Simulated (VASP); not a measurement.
# Geometry relaxation of Co (part 4 of 5)

Continued. System: Co (slab, 6 atoms in the cell). Method: Kohn-Sham DFT of a periodic cell, PBEsol, VASP PAW PBE potentials, recommended, spin-polarised (VASP 6.6.1); cutoff 520 eV, 9×9×1 k-mesh, Gaussian smearing of 0.05 eV, collinear spins. The structure derives from an entry of the Crystallography Open Database. It belongs to a series of runs on one base structure; here: the (1 1 1) slab of Co, cut from the database cell, not relaxed.

Geometry of the input (Å; fractional positions):
```
2.5395  -0.0000  -0.0000
-1.2698  2.1993  0.0000
0.0000  0.0000  25.3675
Co 0.6667  0.3333  0.2957
Co 0.3333  0.6667  0.3774
Co 0.0000  0.0000  0.4591
Co 0.6667  0.3333  0.5409
Co 0.3333  0.6667  0.6226
Co 0.0000  0.0000  0.7043
```

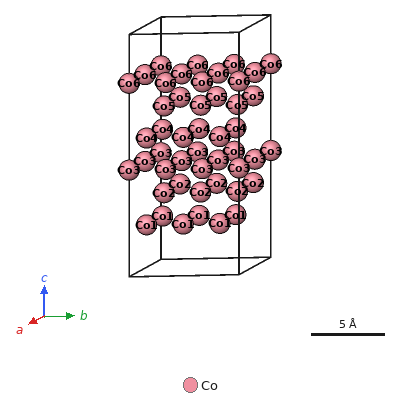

The structure as given in the input (spheres-only view of the 2 × 3 repeat of the cell, with the vacuum cut short, seen slightly off an axis; atoms are numbered from 1 in the order of the input).

### Parts of OUTCAR, continued
```
 -----------------------------------------------------------------------------
  energy-cutoff  :      520.00
  volume of cell :      141.68
      direct lattice vectors                 reciprocal lattice vectors
     2.539503294  0.000000000  0.000000000     0.393777792  0.227347714  0.000000000
    -1.269751647  2.199274366  0.000000000     0.000000000  0.454695428  0.000000000
     0.000000000  0.000000000 25.367478784     0.000000000  0.000000000  0.039420551

 POSITION                                       TOTAL-FORCE (eV/Angst)
 -----------------------------------------------------------------------------------
      1.26975      0.73309      7.50000         0.000000      0.000000      1.074124
     -0.00000      1.46618      9.57350        -0.000000     -0.000000     -0.471160
      0.00000      0.00000     11.64699        -0.000000     -0.000000      0.205723
      1.26975      0.73309     13.69403         0.000000     -0.000000     -0.069598
     -0.00000      1.46618     15.84710         0.000000      0.000000     -0.569300
      0.00000      0.00000     17.73662        -0.000000     -0.000000     -0.169788
 -----------------------------------------------------------------------------------
    total drift:                               -0.000000      0.000000     -0.000139

  FREE ENERGIE OF THE ION-ELECTRON SYSTEM (eV)
  ---------------------------------------------------
  free  energy   TOTEN  =       -44.1027883317 eV

  energy  without entropy=      -44.0949004823  energy(sigma->0) =      -44.09884441

 dipolmoment           0.000000      0.000000      0.001420 electrons x Angstroem

[... ionic steps 4 to 13 ...]

--------------------------------------- Ionic step       14  -------------------------------------------

 number of electron      54.0000001 magnetization       9.8709433

------------------------ aborting loop because EDIFF is reached ----------------------------------------

  FORCE on cell =-STRESS in cart. coord.  units (eV):
  Direction    XX          YY          ZZ          XY          YZ          ZX
  --------------------------------------------------------------------------------------
  -------------------------------------------------------------------------------------
  Total       -9.0546512     -9.0546512     -3.2848677      0.0000000     -0.0000000      0.0000000
  in kB     -102.3945426   -102.3945426    -37.1469333      0.0000000     -0.0000000      0.0000000
  external PRESSURE =     -80.6453395 kB  Pullay stress =       0.0000000 kB

 VOLUME and BASIS-vectors are now :
 -----------------------------------------------------------------------------
  energy-cutoff  :      520.00
  volume of cell :      141.68
      direct lattice vectors                 reciprocal lattice vectors
     2.539503294  0.000000000  0.000000000     0.393777792  0.227347714  0.000000000
    -1.269751647  2.199274366  0.000000000     0.000000000  0.454695428  0.000000000
     0.000000000  0.000000000 25.367478784     0.000000000  0.000000000  0.039420551

 POSITION                                       TOTAL-FORCE (eV/Angst)
 -----------------------------------------------------------------------------------
      1.26975      0.73309      7.50000         0.000000      0.000000      1.062173
     -0.00000      1.46618      9.57350         0.000000      0.000000     -0.533965
      0.00000      0.00000     11.64699        -0.000000      0.000000     -0.536038
      1.26975      0.73309     13.56721        -0.000000      0.000000      0.001815
     -0.00000      1.46618     15.55808         0.000000      0.000000      0.012311
      0.00000      0.00000     17.44122         0.000000     -0.000000     -0.006296
 -----------------------------------------------------------------------------------
    total drift:                               -0.000000      0.000000     -0.001253

  FREE ENERGIE OF THE ION-ELECTRON SYSTEM (eV)
  ---------------------------------------------------
  free  energy   TOTEN  =       -44.2240538194 eV

  energy  without entropy=      -44.2162507658  energy(sigma->0) =      -44.22015229

--------------------------------------- Ionic step       15  -------------------------------------------

 number of electron      54.0000001 magnetization       9.8708893

------------------------ aborting loop because EDIFF is reached ----------------------------------------

  FORCE on cell =-STRESS in cart. coord.  units (eV):
  Direction    XX          YY          ZZ          XY          YZ          ZX
  --------------------------------------------------------------------------------------
  -------------------------------------------------------------------------------------
  Total       -9.0562228     -9.0562228     -3.2878780      0.0000000     -0.0000000      0.0000000
  in kB     -102.4123148   -102.4123148    -37.1809753      0.0000000     -0.0000000      0.0000000
  external PRESSURE =     -80.6685349 kB  Pullay stress =       0.0000000 kB

 VOLUME and BASIS-vectors are now :
 -----------------------------------------------------------------------------
  energy-cutoff  :      520.00
  volume of cell :      141.68
      direct lattice vectors                 reciprocal lattice vectors
     2.539503294  0.000000000  0.000000000     0.393777792  0.227347714  0.000000000
    -1.269751647  2.199274366  0.000000000     0.000000000  0.454695428  0.000000000
     0.000000000  0.000000000 25.367478784     0.000000000  0.000000000  0.039420551

 POSITION                                       TOTAL-FORCE (eV/Angst)
 -----------------------------------------------------------------------------------
      1.26975      0.73309      7.50000        -0.000000     -0.000000      1.061976
     -0.00000      1.46618      9.57350         0.000000      0.000000     -0.533588
      0.00000      0.00000     11.64699        -0.000000     -0.000000     -0.533997
      1.26975      0.73309     13.56758        -0.000000     -0.000000     -0.001349
     -0.00000      1.46618     15.55821         0.000000      0.000000      0.013264
     -1.26975      2.19927     17.44140         0.000000      0.000000     -0.006305
 -----------------------------------------------------------------------------------
    total drift:                               -0.000000      0.000000     -0.000290

  FREE ENERGIE OF THE ION-ELECTRON SYSTEM (eV)
  ---------------------------------------------------
  free  energy   TOTEN  =       -44.2240621890 eV

  energy  without entropy=      -44.2162613873  energy(sigma->0) =      -44.22016179

--------------------------------------- Ionic step       16  -------------------------------------------

 number of electron      54.0000001 magnetization       9.8709124

 dipolmoment           0.000000      0.000000     -0.004374 electrons x Angstroem

 Free energy of the ion-electron system (eV)
  ---------------------------------------------------
  ext. energy  EPLUGINS =         0.00000000
  ---------------------------------------------------
  free energy    TOTEN  =       -44.22408105 eV

  energy without entropy =      -44.21627935  energy(sigma->0) =      -44.22018020

 E-fermi :   2.0498     XC(G=0):  -7.0690     alpha+bet : -8.1464

 val. band max:        2.0447368364   @ k =   0.3333   0.3333   0.0000
 cond. band min:       2.0525238917   @ k =   0.2222   0.1111   0.0000
 fundamental gap:      0.0077870553
 Fermi energy:         2.0497993348

 spin component 1

 k-point     1 :       0.0000    0.0000    0.0000
  band No.  band energies     occupation
      1      -6.6745      1.00000
      2      -5.9038      1.00000
      3      -4.9121      1.00000
      4      -3.7612      1.00000
      5      -3.1780      1.00000
      6      -2.9931      1.00000
      7      -0.8003      1.00000
      8      -0.8003      1.00000
      9      -0.7598      1.00000
     10      -0.7170      1.00000
     11      -0.7170      1.00000
     12      -0.6992      1.00000
     13      -0.6035      1.00000
     14      -0.6035      1.00000
     15      -0.5466      1.00000
     16      -0.4833      1.00000
     17      -0.4833      1.00000
     18      -0.4186      1.00000
     19      -0.4030      1.00000
     20      -0.4030      1.00000
     21      -0.2742      1.00000
     22      -0.2742      1.00000
     23       0.3525      1.00000
     24       0.3722      1.00000
     25       0.3722      1.00000
     26       0.4161      1.00000
     27       0.4161      1.00000
     28       0.4571      1.00000
     29       0.4571      1.00000
     30       0.7890      1.00000
     31       0.7890      1.00000
     32       1.0294      1.00000
     33       1.0294      1.00000
     34       1.3077      1.00000
     35       1.3077      1.00000
     36       1.7457      1.00000
     37       2.4028      0.00000
     38       6.9227      0.00000

 k-point     2 :       0.1111    0.0000    0.0000
  band No.  band energies     occupation
      1      -6.2672      1.00000
      2      -5.5113      1.00000
      3      -4.5422      1.00000
      4      -3.4250      1.00000
      5      -2.8937      1.00000
      6      -2.7163      1.00000
      7      -1.0932      1.00000
      8      -1.0071      1.00000
      9      -0.9783      1.00000
     10      -0.8678      1.00000
     11      -0.7340      1.00000
     12      -0.6554      1.00000
     13      -0.6052      1.00000
     14      -0.5781      1.00000
     15      -0.5370      1.00000
     16      -0.4465      1.00000
     17      -0.4447      1.00000
     18      -0.3471      1.00000
     19      -0.2931      1.00000
     20      -0.2578      1.00000
     21      -0.2333      1.00000
     22      -0.1720      1.00000
     23      -0.1225      1.00000
     24       0.1948      1.00000
     25       0.2197      1.00000
     26       0.2950      1.00000
     27       0.4164      1.00000
     28       0.4544      1.00000
     29       0.5306      1.00000
     30       0.5959      1.00000
     31       0.8043      1.00000
     32       0.8865      1.00000
     33       1.0440      1.00000
     34       1.3262      1.00000
     35       1.6797      1.00000
     36       2.7260      0.00000
     37       3.5663      0.00000
     38       7.3057      0.00000

 k-point     3 :       0.2222    0.0000    0.0000
  band No.  band energies     occupation
      1      -5.1367      1.00000
      2      -4.4548      1.00000
      3      -3.6200      1.00000
      4      -2.7159      1.00000
      5      -2.3049      1.00000
      6      -2.0971      1.00000
      7      -1.6459      1.00000
      8      -1.4617      1.00000
      9      -1.3228      1.00000
     10      -1.1609      1.00000
     11      -1.0528      1.00000
     12      -0.7681      1.00000
     13      -0.6159      1.00000
     14      -0.5660      1.00000
     15      -0.5415      1.00000
     16      -0.4889      1.00000
     17      -0.2880      1.00000
     18      -0.2770      1.00000
     19      -0.2128      1.00000
     20      -0.1864      1.00000
     21      -0.1548      1.00000
     22      -0.0425      1.00000
     23       0.1060      1.00000
     24       0.1847      1.00000
     25       0.2433      1.00000
     26       0.3748      1.00000
     27       0.4013      1.00000
     28       0.5102      1.00000
     29       0.6428      1.00000
     30       0.7805      1.00000
     31       0.8349      1.00000
     32       1.0742      1.00000
     33       1.3692      1.00000
     34       1.5149      1.00000
     35       2.7693      0.00000
     36       4.2565      0.00000
     37       5.4784      0.00000
     38       8.3635      0.00000

 k-point     4 :       0.3333    0.0000    0.0000
  band No.  band energies     occupation
      1      -3.7150      1.00000
      2      -3.3045      1.00000
      3      -2.9513      1.00000
      4      -2.5758      1.00000
      5      -2.2237      1.00000
      6      -2.0968      1.00000
      7      -1.9186      1.00000
      8      -1.7931      1.00000
      9      -1.5639      1.00000
     10      -1.2167      1.00000
     11      -0.9052      1.00000
     12      -0.7796      1.00000
     13      -0.6915      1.00000
     14      -0.6171      1.00000
     15      -0.4234      1.00000
     16      -0.3762      1.00000
     17      -0.3588      1.00000
     18      -0.0249      1.00000
     19      -0.0176      1.00000
     20       0.1474      1.00000
     21       0.3621      1.00000
     22       0.3745      1.00000
     23       0.5948      1.00000
     24       0.7396      1.00000
     25       0.7551      1.00000
     26       0.8670      1.00000
     27       0.8922      1.00000
     28       0.9440      1.00000
     29       0.9906      1.00000
     30       0.9987      1.00000
     31       1.1354      1.00000
     32       1.2135      1.00000
     33       1.4206      1.00000
     34       2.4514      0.00000
     35       4.0983      0.00000
     36       5.9880      0.00000
     37       7.6637      0.00000
     38       9.6105      0.00000

 k-point     5 :       0.4444    0.0000    0.0000
  band No.  band energies     occupation
      1      -3.0542      1.00000
      2      -3.0197      1.00000
      3      -2.7277      1.00000
      4      -2.5797      1.00000
      5      -2.4270      1.00000
      6      -2.2859      1.00000
      7      -2.1354      1.00000
      8      -2.0356      1.00000
      9      -1.7470      1.00000
     10      -1.2277      1.00000
     11      -0.8551      1.00000
     12      -0.8114      1.00000
     13      -0.5732      1.00000
     14      -0.4989      1.00000
     15      -0.4433      1.00000
     16      -0.2714      1.00000
     17      -0.0487      1.00000
     18       0.0086      1.00000
     19       0.5325      1.00000
     20       0.5330      1.00000
     21       0.8627      1.00000
     22       0.8655      1.00000
     23       1.0669      1.00000
     24       1.1189      1.00000
     25       1.1665      1.00000
     26       1.2185      1.00000
     27       1.2262      1.00000
     28       1.3241      1.00000
     29       1.3827      1.00000
     30       1.4942      1.00000
     31       1.7322      1.00000
     32       2.5751      0.00000
     33       3.0153      0.00000
     34       3.8125      0.00000
     35       4.9528      0.00000
     36       5.8291      0.00000
     37       8.0769      0.00000
     38       8.4560      0.00000

 [... the levels of 6 k-points are left out ...]

 k-point    12 :       0.3333    0.3333    0.0000
  band No.  band energies     occupation
      1      -2.1175      1.00000
      2      -2.0731      1.00000
      3      -1.9793      1.00000
      4      -1.9566      1.00000
      5      -1.9336      1.00000
      6      -1.8647      1.00000
      7      -1.7504      1.00000
      8      -1.6812      1.00000
      9      -1.6507      1.00000
     10      -1.6321      1.00000
     11      -1.3242      1.00000
     12      -0.9478      1.00000
     13      -0.8833      1.00000
     14      -0.8550      1.00000
     15      -0.6872      1.00000
     16      -0.4985      1.00000
     17      -0.4678      1.00000
     18      -0.3965      1.00000
     19      -0.3896      1.00000
     20       0.2280      1.00000
     21       0.2932      1.00000
     22       0.3547      1.00000
     23       0.4336      1.00000
     24       0.5615      1.00000
     25       0.7992      1.00000
     26       0.8848      1.00000
     27       1.0781      1.00000
     28       1.1922      1.00000
     29       1.2278      1.00000
     30       1.2573      1.00000
     31       6.5814      0.00000
     32       6.5828      0.00000
     33       6.6479      0.00000
     34       6.8703      0.00000
     35       6.9715      0.00000
     36       7.6462      0.00000
     37       7.7265      0.00000
     38       8.7635      0.00000
 Fermi energy:         2.0497993348

 spin component 2

 k-point     1 :       0.0000    0.0000    0.0000
  band No.  band energies     occupation
      1      -6.5992      1.00000
      2      -5.8366      1.00000
      3      -4.8150      1.00000
      4      -3.5033      1.00000
      5      -2.5338      1.00000
      6      -2.1383      1.00000
      7       0.5253      1.00000
      8       0.7961      1.00000
      9       0.8224      1.00000
     10       0.8224      1.00000
     11       0.8711      1.00000
     12       0.8711      1.00000
     13       0.9600      1.00000
     14       1.0475      1.00000
     15       1.0475      1.00000
     16       1.0882      1.00000
     17       1.1381      1.00000
     18       1.1381      1.00000
     19       1.2408      1.00000
     20       1.2408      1.00000
     21       1.3088      1.00000
     22       1.3730      1.00000
     23       1.3730      1.00000
     24       1.9889      0.95745
     25       2.2425      0.00000
     26       2.2425      0.00000
     27       2.2846      0.00000
     28       2.2846      0.00000
     29       2.3696      0.00000
     30       2.3696      0.00000
     31       2.4606      0.00000
     32       2.6383      0.00000
     33       2.6383      0.00000
     34       2.9139      0.00000
     35       2.9139      0.00000
     36       3.1482      0.00000
     37       3.1482      0.00000
     38       6.7381      0.00000
```
